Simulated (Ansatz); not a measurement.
# Geometry relaxation, with input and output: CdIn2O4 (part 2 of 3)

CdIn2O4 (Fd-3m, 14 atoms in the cell); DFT, PBE, plane waves, PAW, no spin polarisation (Ansatz 0.2.0); cutoff 420 eV, 4×4×4 k-mesh, Fermi–Dirac smearing of 0.02 eV. The structure derives from a Materials Project entry.

Geometry of the input (Å; fractional positions):
```
0.0000  4.6110  4.6110
4.6110  0.0000  4.6110
4.6110  4.6110  0.0000
Cd 0.2500  0.2500  0.2500
Cd 0.0000  0.0000  0.0000
In 0.1250  0.6250  0.6250
In 0.6250  0.6250  0.6250
In 0.6250  0.1250  0.6250
In 0.6250  0.6250  0.1250
O  0.8617  0.8617  0.8617
O  0.8352  0.3883  0.3883
O  0.3883  0.3883  0.8352
O  0.3883  0.8352  0.3883
O  0.8617  0.8617  0.4148
O  0.8617  0.4148  0.8617
O  0.3883  0.3883  0.3883
O  0.4148  0.8617  0.8617
```

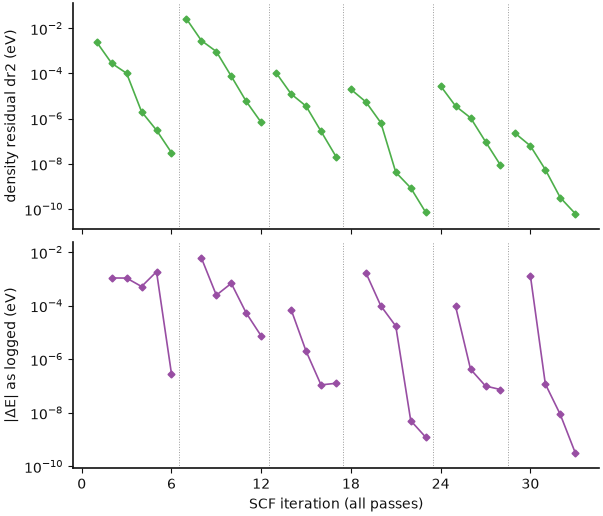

**Figure 1.** Convergence of the self-consistent field: density residual dr2 and size of the energy change against the SCF iteration. The dotted lines part the SCF passes of the relaxation: geometry steps, rejected trials and re-solves on a re-selected basis. The 6 passes take 5 to 6 iterations each, 33 in all.

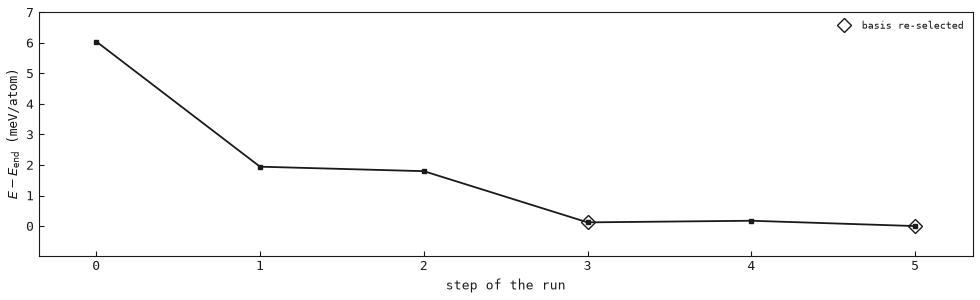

**Figure 2.** Progress of the relaxation, step by step (the first geometry is step 0 here and step 1 in the log).

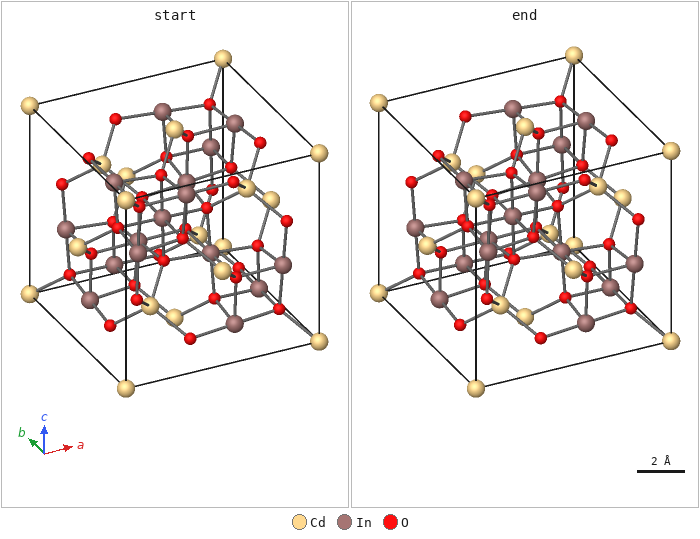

**Figure 3.** Before (left) and after (right) the relaxation, at one scale (ball-and-stick view of the cell 4 times as large as that of the calculation, set on its symmetry axes, seen at an oblique angle). After 3 geometry steps the energy has fallen by 5.9 meV per atom. Largest force component: 0.12 eV/Å at the start, 0.00018 eV/Å at the end. Pressure: 4.41 GPa at the start and 0.01 GPa at the end. The basis was re-selected once at an unchanged geometry, which shifts the energy a little without any move. No atom moves by more than 0.005 Å relative to the cell. Cell: a = b = c 9.222 → 9.316 Å (+1.0 %). Volume +3.1 %. Among the contacts that change: In3–O10 2.190 → 2.214 Å, Cd1–O10 2.208 → 2.227 Å. The space group stays Fd-3m (No. 227). The energy change given includes the shifts at the re-selections in mid-walk, which come without any move. A last SCF at the same geometry on a re-selected plane-wave basis shifts the energy by −0.2 meV per atom. (Atoms are counted from 1 in the order of the input.)

```
basis re-selected at this cell: Δ(F+E_penalty+E_count) = -2.430e-3 eV, ΔP = +0.003 GPa vs the last step (what re-selecting the basis moved, of the pressure what is left beyond the Pulay correction that the steps carried, after the strain that the cell walked since its last selection, with what the two solves' SCF thresholds leave and, on support functions, any second-order correction that the steps lacked; it is no measure of the basis error at this ecutwfc). This SCF's stress stands 8.25e-3 GPa from its target on what of the cell is left free (relax.cell.stress_tol is 5.00e-2 GPa) and its largest allowed force component is 1.80e-4 eV/Å (relax.f_tol is 5.00e-3 eV/Å): within both
SCF converged after 5 iterations
Free energy (F): -43440.100245 eV
Harris-Foulkes:  -43440.100245 eV  (|F-HF|=6.55e-11)
Internal energy: -43440.100245 eV  (E = F + TS)
E sigma→0 (E₀):  -43440.100245 eV
Fermi energy:    8.474628 eV
--- Per-component energies (eV) ---
  E_band       = -954.892701
  E_kinetic    = 3383.505357
  E_local      = -13610.378191  (includes V_loc(G=0)·N_el)
  E_nonlocal   = 1940.065580
  E_hartree    = 5766.446023
  E_xc         = -1795.526759
  E_vxc        = -1582.857102  (∫ρ·V_xc dr)
  E_paw        = -26076.235679  (= ΣΔE_a)
  E_vpaw       = -2618.140081  (= ΣTr[D̂ρ^β])
  E_aug_tail   = 0.019339  (compensation charges beyond the density's cutoff)
  E_ewald      = -13047.995914
  E_smearing   = -0.000000  (= −TS)
  E_closure    = -0.000000  (closes the sum)
  Σ components = -43440.100245   (vs F -43440.100245, Δ=0.00e0)
--- Forces (eV/Å), atoms counted from 1 ---
  atom   1  Cd    -0.00000000    -0.00000000    -0.00000000
  atom   2  Cd     0.00000000     0.00000000     0.00000000
  atom   3  In     0.00000000    -0.00000000    -0.00000000
  atom   4  In     0.00000000    -0.00000000    -0.00000000
  atom   5  In     0.00000000    -0.00000000    -0.00000000
  atom   6  In     0.00000000    -0.00000000     0.00000000
  atom   7  O     -0.00017985    -0.00017985    -0.00017985
  atom   8  O      0.00017985    -0.00017985    -0.00017985
  atom   9  O     -0.00017985    -0.00017985     0.00017985
  atom  10  O     -0.00017985     0.00017985    -0.00017985
  atom  11  O      0.00017985     0.00017985    -0.00017985
  atom  12  O      0.00017985    -0.00017985     0.00017985
  atom  13  O      0.00017985     0.00017985     0.00017985
  atom  14  O     -0.00017985     0.00017985     0.00017985
  max |Σ_I F_I| component: 1.71e-17 eV/Å
--- Stress (GPa, compression-positive) ---
        0.008255      -0.000000      -0.000000
        0.000000       0.008255      -0.000000
       -0.000000      -0.000000       0.008255
  P = ⅓ Tr σ = 0.0083 GPa (0.083 kbar)
--- Band table (eV; the first three rows and the last of 8) ---
  k-point 0: bands = ["-91.7725", "-91.7725", "-52.8645", "-52.8645", "-52.8645", "-52.8643", "-52.8643", "-52.8643", "-9.1536", "-8.6079", "-8.6079", "-8.6079", "-8.3390", "-8.1155", "-8.1155", "-8.1155", "-4.3033", "-4.2863", "-4.2863", "-4.0815", "-4.0815", "-4.0815", "-4.0580", "-4.0580", "-4.0580", "-3.9488", "-3.9488", "-3.8414", "-3.8414", "-3.8414", "-3.7270", "-3.7270", "-3.7270", "-3.0966", "-3.0966", "-3.0966", "1.9759", "1.9759", "2.0802", "2.0802", "2.0802", "2.0959", "2.0959", "2.0959", "2.2208", "2.2208", "3.3931", "3.4353", "3.4353", "3.4353", "3.6269", "4.8136", "4.8136", "6.1071", "6.1071", "6.1071", "6.4373", "6.4373", "6.4373", "7.6081", "7.6081", "7.6081", "7.8036", "7.8036", "7.8036", "7.8995", "7.8995", "7.8995", "7.9189", "7.9189", "8.8983", "12.8328", "13.5053", "13.5053", "13.5053", "14.1231", "14.1231", "14.1231", "14.7670", "16.3881", "16.3881", "16.3881", "18.1080", "18.3030"]
  k-point 1: bands = ["-91.7725", "-91.7725", "-52.8645", "-52.8645", "-52.8645", "-52.8643", "-52.8643", "-52.8643", "-9.0647", "-8.6090", "-8.5560", "-8.5560", "-8.4122", "-8.1844", "-8.1844", "-8.1542", "-4.2549", "-4.2370", "-4.2370", "-4.0709", "-4.0590", "-4.0542", "-4.0542", "-4.0022", "-4.0022", "-3.9177", "-3.9177", "-3.8922", "-3.8453", "-3.8453", "-3.7636", "-3.7636", "-3.7271", "-3.2309", "-3.2309", "-3.0940", "1.8758", "1.9821", "1.9821", "1.9976", "2.0318", "2.0318", "2.1294", "2.1294", "2.2021", "2.2021", "3.5034", "3.6290", "3.6290", "3.8567", "4.1184", "4.9302", "4.9302", "5.8184", "6.0677", "6.0677", "6.4091", "6.4091", "6.5169", "6.5463", "7.3286", "7.4523", "7.4523", "7.5659", "7.5659", "7.7672", "7.7672", "7.7979", "7.9499", "7.9499", "10.0604", "12.8718", "13.6182", "13.8544", "13.8544", "13.9413", "14.6394", "14.6394", "15.3113", "16.3825", "16.3825", "16.8619", "18.0691", "18.2245"]
  k-point 2: bands = ["-91.7725", "-91.7725", "-52.8645", "-52.8645", "-52.8645", "-52.8643", "-52.8643", "-52.8643", "-8.9358", "-8.5848", "-8.5663", "-8.4731", "-8.4731", "-8.2839", "-8.2839", "-8.1770", "-4.1993", "-4.1993", "-4.1909", "-4.0600", "-4.0484", "-3.9931", "-3.9931", "-3.9714", "-3.9632", "-3.9632", "-3.9154", "-3.9154", "-3.8446", "-3.8446", "-3.7270", "-3.7025", "-3.7025", "-3.4436", "-3.4436", "-3.0914", "1.7730", "1.8852", "1.9943", "1.9943", "1.9956", "1.9956", "2.1533", "2.1533", "2.1753", "2.1753", "3.6409", "3.8852", "3.8852", "4.2989", "4.9446", "4.9446", "5.0818", "5.1824", "5.7341", "6.0993", "6.0993", "6.4590", "6.4590", "6.6114", "6.7433", "7.0708", "7.0708", "7.3988", "7.3988", "7.6826", "7.7064", "7.7064", "7.9819", "7.9819", "11.5609", "11.7576", "13.7301", "14.2903", "14.2945", "14.2945", "15.0672", "15.0672", "16.2482", "17.0174", "17.0174", "17.0775", "17.1409", "17.1409"]
  k-point 7: bands = ["-91.7725", "-91.7725", "-52.8645", "-52.8645", "-52.8644", "-52.8644", "-52.8643", "-52.8643", "-8.7515", "-8.7515", "-8.4729", "-8.4729", "-8.3515", "-8.3515", "-8.3308", "-8.3308", "-4.1072", "-4.1072", "-4.0991", "-4.0991", "-4.0754", "-4.0754", "-3.9785", "-3.9785", "-3.9355", "-3.9355", "-3.8734", "-3.8734", "-3.8649", "-3.8649", "-3.8041", "-3.8041", "-3.5472", "-3.5472", "-3.3281", "-3.3281", "1.7524", "1.7524", "2.0093", "2.0093", "2.0440", "2.0440", "2.1261", "2.1261", "2.1324", "2.1324", "3.8513", "3.8513", "4.4972", "4.4972", "5.2525", "5.2525", "5.3439", "5.3439", "5.6379", "5.6379", "5.6631", "5.6631", "6.6243", "6.6243", "6.8967", "6.8967", "7.1998", "7.1998", "7.3533", "7.3533", "7.4597", "7.4597", "7.8647", "7.8647", "12.7564", "12.7564", "12.8713", "12.8713", "14.7342", "14.7342", "15.8616", "15.8616", "16.4750", "16.4750", "17.2004", "17.2004", "17.8013", "17.8013"]
--- Relaxed structure (4 steps of the walk, 4 accepted, 2 SCFs on fresh bases) ---
  F+E_penalty+E_count = -43440.10024489 eV   max|allowed force component| = 1.799e-4 eV/Å   (the final SCF, on the basis selected at the relaxed cell)
  cell:  # Å, volume = 202.1158 Å³
    - [6.878752244409045e-34, 4.657899390828958, 4.657899390828958]
    - [4.657899390828958, 1.7833802115134566e-34, 4.657899390828958]
    - [4.657899390828958, 4.657899390828958, 1.5286116098686765e-34]
  atoms:
    - { symbol: Cd, position: [0.25, 0.25, 0.25] }
    - { symbol: Cd, position: [-3.2540713154913343e-21, -4.933591994454213e-21, 1.794987725641914e-20] }
    - { symbol: In, position: [0.1250000000000001, 0.6249999999999999, 0.6249999999999999] }
    - { symbol: In, position: [0.6249999999999999, 0.6249999999999999, 0.6249999999999999] }
    - { symbol: In, position: [0.6249999999999999, 0.1250000000000001, 0.6249999999999999] }
    - { symbol: In, position: [0.6249999999999999, 0.6249999999999999, 0.1250000000000001] }
    - { symbol: O, position: [0.8619705799837581, 0.8619705799837581, 0.8619705799837581] }
    - { symbol: O, position: [0.8359117399512744, 0.38802942001624185, 0.38802942001624185] }
    - { symbol: O, position: [0.38802942001624185, 0.38802942001624185, 0.8359117399512744] }
    - { symbol: O, position: [0.38802942001624185, 0.8359117399512744, 0.38802942001624185] }
    - { symbol: O, position: [0.8619705799837581, 0.8619705799837581, 0.41408826004872556] }
    - { symbol: O, position: [0.8619705799837581, 0.41408826004872556, 0.8619705799837581] }
    - { symbol: O, position: [0.38802942001624185, 0.38802942001624185, 0.38802942001624185] }
    - { symbol: O, position: [0.41408826004872556, 0.8619705799837581, 0.8619705799837581] }
```

**File rho_z.tsv**
```
# z_ang	rho[e/angstrom^3]
# format = ansatz-planar-average/11
# lattice	0.000000000	4.657899391	4.657899391
# lattice	4.657899391	0.000000000	4.657899391
# lattice	4.657899391	4.657899391	0.000000000
# sites	14
# site	48	2.328949695	2.328949695	2.328949695
# site	48	0.000000000	0.000000000	-0.000000000
# site	49	5.822374239	3.493424543	3.493424543
# site	49	5.822374239	5.822374239	5.822374239
# site	49	3.493424543	5.822374239	3.493424543
# site	49	3.493424543	3.493424543	5.822374239
# site	8	8.029944479	8.029944479	8.029944479
# site	8	3.614803998	5.700994783	5.700994783
# site	8	5.700994783	5.700994783	3.614803998
# site	8	5.700994783	3.614803998	5.700994783
# site	8	5.943753694	5.943753694	8.029944479
# site	8	5.943753694	8.029944479	5.943753694
# site	8	3.614803998	3.614803998	3.614803998
# site	8	8.029944479	5.943753694	5.943753694
0.000000	7.486660e-1
0.146384	7.172429e-1
0.292767	6.628263e-1
0.439151	6.016811e-1
0.585535	5.507750e-1
0.731918	5.213314e-1
0.878302	5.179780e-1
1.024686	5.411224e-1
1.171069	5.874335e-1
1.317453	6.474484e-1
1.463837	7.052695e-1
1.610220	7.435061e-1
1.756604	7.540834e-1
1.902988	7.482389e-1
2.049371	7.496641e-1
2.195755	7.718408e-1
2.342138	8.055414e-1
2.488522	8.277948e-1
2.634906	8.164992e-1
2.781289	7.597993e-1
2.927673	6.640602e-1
3.074057	5.587906e-1
3.220440	4.864007e-1
3.366824	4.783834e-1
3.513208	5.403946e-1
3.659591	6.554056e-1
3.805975	7.907125e-1
3.952359	9.036068e-1
4.098742	9.541724e-1
4.245126	9.233209e-1
4.391510	8.227835e-1
4.537893	6.888887e-1
4.684277	5.652240e-1
4.830661	4.876662e-1
4.977044	4.776744e-1
5.123428	5.360073e-1
5.269812	6.370361e-1
5.416195	7.387612e-1
5.562579	8.067094e-1
5.708963	8.288111e-1
5.855346	8.131460e-1
6.001730	7.799743e-1
6.148114	7.532429e-1
6.294497	7.470341e-1
6.440881	7.532974e-1
```

**File v_z.tsv**
```
# z_ang	v_es[eV]	v_tot[eV]
# format = ansatz-planar-average/11
# xc	pbe
# density_cutoff_ev	1680
# datasets	Cd=:simpson_from_first_knot:soft	In=:simpson_from_first_knot:soft	O=:simpson_from_first_knot:soft
# lattice	0.000000000	4.657899391	4.657899391
# lattice	4.657899391	0.000000000	4.657899391
# lattice	4.657899391	4.657899391	0.000000000
# sites	14
# site	48	2.328949695	2.328949695	2.328949695
# site	48	0.000000000	0.000000000	-0.000000000
# site	49	5.822374239	3.493424543	3.493424543
# site	49	5.822374239	5.822374239	5.822374239
# site	49	3.493424543	5.822374239	3.493424543
# site	49	3.493424543	3.493424543	5.822374239
# site	8	8.029944479	8.029944479	8.029944479
# site	8	3.614803998	5.700994783	5.700994783
# site	8	5.700994783	5.700994783	3.614803998
# site	8	5.700994783	3.614803998	5.700994783
# site	8	5.943753694	5.943753694	8.029944479
# site	8	5.943753694	8.029944479	5.943753694
# site	8	3.614803998	3.614803998	3.614803998
# site	8	8.029944479	5.943753694	5.943753694
0.000000	8.226122e0	-1.340367e0
0.146384	7.801847e0	-1.516511e0
0.292767	7.359042e0	-1.737298e0
0.439151	6.947163e0	-1.959007e0
0.585535	6.598807e0	-2.231968e0
0.731918	6.386859e0	-2.414451e0
0.878302	6.360960e0	-2.435174e0
1.024686	6.531302e0	-2.291175e0
1.171069	6.850319e0	-2.026860e0
1.317453	7.254610e0	-1.786222e0
1.463837	7.685533e0	-1.578817e0
1.610220	8.140358e0	-1.354568e0
1.756604	8.284389e0	-1.548855e0
1.902988	7.809672e0	-2.450388e0
2.049371	6.954554e0	-3.728512e0
```
